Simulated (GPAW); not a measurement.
# A GW chain in GPAW: AlN (honeycomb monolayer), part 2 of 2

Wanted: ground state, empty states, screening and self-energy for AlN (honeycomb monolayer).

GPAW 26.7.0; LDA and many-body steps on it, plane waves. Known limits of the many-body steps: not at the basis limit.

So far. Step 4 (Bands along the symmetry lines): The gap is 3.003 eV, as in the run before at this level. Step 5 (Empty states on the mesh, 12×12×1 mesh, 224 bands): On this mesh the gap is 3.003 eV.

## (6) Screening and self-energy, 12×12×1 mesh, 99 bands, screening to 60 eV

Now the one-shot GW correction: screening in the RPA, then the self-energy of the levels asked for.

This step: G0W0 on LDA, plane waves, PAW.

Input file run.py:

```python
import json
import numpy as np
from gpaw.mpi import world
from gpaw.response.g0w0 import G0W0

gw = G0W0('full.gpw',
    filename='gw',
    kpts=[0, 9],
    bands=(2, 6),
    ecut=60,
    nbands=99,
    truncation='2D',
    integrate_gamma='sphere',
    q0_correction=True,
    frequencies={'type': 'nonlinear', 'domega0': 0.15, 'omega2': 15.0},
    eta=0.1,
    nblocksmax=True)
gw.calculate()
res = {mode: {k: v for k, v in r.items() if k != 'sigma_eskwn'}
       for mode, r in gw.all_results.items()}

if world.rank == 0:
    with open('result.json', 'w') as f:
        json.dump(res, f, default=lambda x: x.tolist())
```

Started as:

```sh
$ mpirun -n 16 gpaw python run.py
```

Numbers of over 12 decimals in the logs are rounded to 6 here.

What it wrote:

```text
Using integrator: PointIntegrator
NonLinearFrequencyDescriptor(from 0.000 to 78.187 eV, 166 points)
Nonperiodic BCs:  [False False  True]
Using integrator: PointIntegrator
NonLinearFrequencyDescriptor(from 0.000 to 78.187 eV, 166 points)
Nonperiodic BCs:  [False False  True]
Applying analytical 2D correction to W:
    Evaluating Gamma point contribution to W on a 13x13x1 grid
  ___  _ _ _
 |   || | | |
 | | || | | |
 |__ ||_____|
 |___|

BZ k-points: Symmetries present (total): 12

  [... matrices ...]
144 k-points: 12 x 12 x 1 Monkhorst-Pack grid + [1/24,1/24,0.000000]
19 k-points in the irreducible part of the Brillouin zone
       k-points in crystal coordinates                weights
   0:    -0.00000000   -0.00000000    0.00000000          1/144
   1:     0.08333333   -0.00000000    0.00000000          6/144
   2:     0.16666667   -0.08333333    0.00000000          6/144
   3:     0.16666667   -0.00000000    0.00000000          6/144
   4:     0.25000000   -0.08333333    0.00000000         12/144
   5:     0.25000000   -0.00000000    0.00000000          6/144
   6:     0.33333333   -0.16666667    0.00000000          6/144
   7:     0.33333333   -0.08333333    0.00000000         12/144
   8:     0.33333333   -0.00000000    0.00000000          6/144
   9:     0.33333333    0.33333333    0.00000000          2/144
          ...
  18:     0.50000000    0.50000000    0.00000000          3/144

Distributing spins, k-points and bands (1 x 2 x 4) over 2 processes
Number of blocks: 8

Quasi particle states:
k-points (IBZ indices): [0, 9]
Band range: (2, 6)
  [... matrices ...]
Computational parameters:
Plane wave cut-off: 60 eV
Number of bands: 99
Coulomb cutoff: 2D
Broadening: 0.1 eV

fxc modes: GW
Kernel: RPA
Using full-frequency real axis integration
Summing all q:

Calculating screened Coulomb potential
2D Coulomb truncation
NonLinearFrequencyDescriptor(from 0.000 to 78.187 eV, 166 points)
Removing empty qpoint cache files...

Calculating chi0 body with:
    Ground state adapter containing:
    Number of spins: 1
    Number of kpoints: 144
    Number of irreducible kpoints: 19
    Number of completely occupied states: 4
    Number of partially occupied states: 4
    Occupied states memory: 1.38427734375 M / cpu

    Linear response parametrization:
    q_c: [-2.0816681711721685e-17, -2.0816681711721685e-17, 0.0]
    Number of frequency points: 166
    Planewave cutoff: 60.0
    Number of bands: 99
    Number of planewaves: 81
    Broadening (eta): 0.1
    comm.size: 16
    kncomm.size: 2
    blockcomm.size: 8

    Memory estimate of potentially large arrays:
        chi0_wGG: 2.077343 M / cpu
Integrating chi0 body.

Symmetries of q_c:
    Direct symmetries (Uq -> q): 12
    Indirect symmetries (TUq -> q): 12
In total 24 allowed symmetries.

  [... matrices ...]
19 groups of equivalent kpoints. 86.805556% reduction.

Integral kind: spectral function
Integrating chi0 head and wings.

Symmetries of q_c:
    Direct symmetries (Uq -> q): 12
    Indirect symmetries (TUq -> q): 12
In total 24 allowed symmetries.

  [... matrices ...]
19 groups of equivalent kpoints. 86.805556% reduction.

Integral kind: spectral function wings

Calculating chi0 body with:
    Ground state adapter containing:
    Number of spins: 1
    Number of kpoints: 144
    Number of irreducible kpoints: 19
    Number of completely occupied states: 4
    Number of partially occupied states: 4
[... the further q-points ...]

Results:
f:      Occupation numbers
eps:     KS-eigenvalues [eV]
vxc:     KS vxc [eV]
exx:     Exact exchange [eV]
sigma:   Self-energies [eV]
dsigma:  Self-energy derivatives
Z:       Renormalization factors
qp:      QP-energies [eV]

k-point 0 (0): (-0.000, -0.000, 0.000)                GW
band       f     eps     vxc     exx   sigma  dsigma       Z      qp
                                                                   GW
   2   1.000  -3.803 -18.117 -22.237   2.912  -0.282   0.780  -4.745
   3   1.000  -3.803 -18.117 -22.237   2.912  -0.282   0.780  -4.745
   4   0.000  -0.107  -7.770  -4.256  -2.047  -0.167   0.857   1.151
   5   0.000   2.251  -5.544  -2.887  -1.419  -0.146   0.872   3.330

k-point 1 (9): (0.333, 0.333, 0.000)                GW
band       f     eps     vxc     exx   sigma  dsigma       Z      qp
                                                                   GW
   2   1.000  -6.821 -15.399 -20.466   3.200  -0.353   0.739  -8.201
   3   1.000  -3.110 -15.827 -19.540   2.286  -0.284   0.779  -4.222
   4   0.000   2.942  -8.937  -4.078  -2.904  -0.223   0.818   4.541
   5   0.000   5.105 -10.606  -5.198  -3.119  -0.302   0.768   6.864
```

Wall time 61 s (16 MPI ranks of Arm Neoverse V2, shared host); peak memory 5.2 GiB; 15 min of CPU time.

This step gave:

```
G0W0 gap on the points computed              : 5.374 eV
least direct G0W0 gap on the computed points : 5.896 eV
Z at the valence top                         : 0.7789
Z at the conduction bottom                   : 0.8572
starting gap on the mesh                     : 3.003 eV
k of the valence top                         : 0.3333, 0.3333, 0
k of the conduction bottom                   : 0, 0, 0
```

The gap on the mesh goes from 3.00 eV to 5.37 eV, a correction of +2.37 eV.

Limits: finite bands, cutoff and mesh. v1 is the top filled band, c1 the lowest empty one. Levels before and after the correction, in eV, zero at the valence-band top of each column:

```tsv
	conduction bottom	valence top
Kohn-Sham	3.00	0.00
G0W0	5.37	0.00
```

```tsv
	level	energy (eV)
Kohn-Sham	Γ v2-v1	-0.694
Kohn-Sham	Γ c1	3.003
Kohn-Sham	Γ c2	5.361
Kohn-Sham	(0.333 0.333 0) v2	-3.711
Kohn-Sham	(0.333 0.333 0) v1	0.000
Kohn-Sham	(0.333 0.333 0) c1	6.051
Kohn-Sham	(0.333 0.333 0) c2	8.215
G0W0	Γ v2-v1	-0.522
G0W0	Γ c1	5.374
G0W0	Γ c2	7.552
G0W0	(0.333 0.333 0) v2	-3.979
G0W0	(0.333 0.333 0) v1	0.000
G0W0	(0.333 0.333 0) c1	8.763
G0W0	(0.333 0.333 0) c2	11.086
```

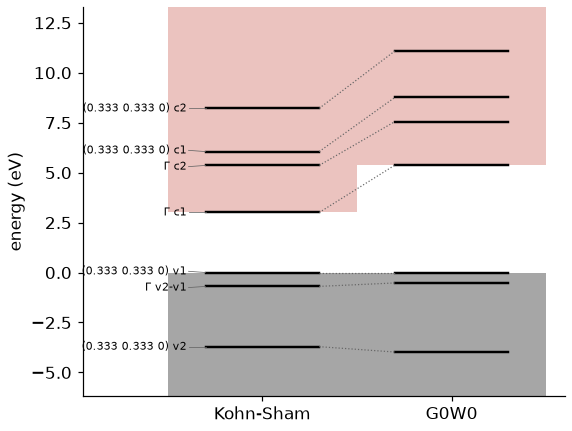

Levels before and after the correction. Shaded: valence and conduction bands.

## (7) Where the time went

Times are wall times on 16 MPI ranks of Arm Neoverse V2, shared host, good to a factor of about two.

```tsv
step	time	share	memory (GiB)
relaxation	8.4 s	6 %	2.6
ground state	3.4 s	3 %	2.2
bands along the symmetry lines	3.2 s	2 %	2.5
empty states on the mesh	55 s	42 %	2.7
screening and self-energy	61 s	46 %	5.2
```

## (8) Results

* LDA gap: 3.00 eV, indirect
* G0W0 gap on the mesh: 5.37 eV
* GW settings: 12×12×1 mesh, 99 bands, screening to 60 eV, full frequency, Hilbert transform
* known limits: not at the basis limit

In words: G0W0 moves the gap on the mesh from 3.00 eV to 5.37 eV (+2.37 eV), with Z of 0.78 and 0.86 at the edges. Only 2 of the mesh's irreducible points were corrected, so a valley elsewhere could overtake. Bands and cutoff are finite, so the gap is not at the basis limit. The miss can reach some tenths of an eV and take either sign; the mesh is an error of its own. These stock PAW sets were not made for GW. In the G0W0 run levels were corrected at 2 k points alone, so a gap called «on the mesh» is the least over those, and an edge elsewhere would be missed.

[Paths, hosts, dates, memory and timing lines, banners, echoed tables and standing remarks are left out of the program output.]

[Logs are printed without paths, hosts, clocks, repeated set-up lines and the standing remarks that a program may print on its own settings, such as how far it seeks lower states.]

[Runs of the session that timed out or met a known fault of the program may be left out.]

[Hosts, paths, dates, database ids (printed as entryN), source tags and the programs' standing remarks are cut or masked in the printed files.]
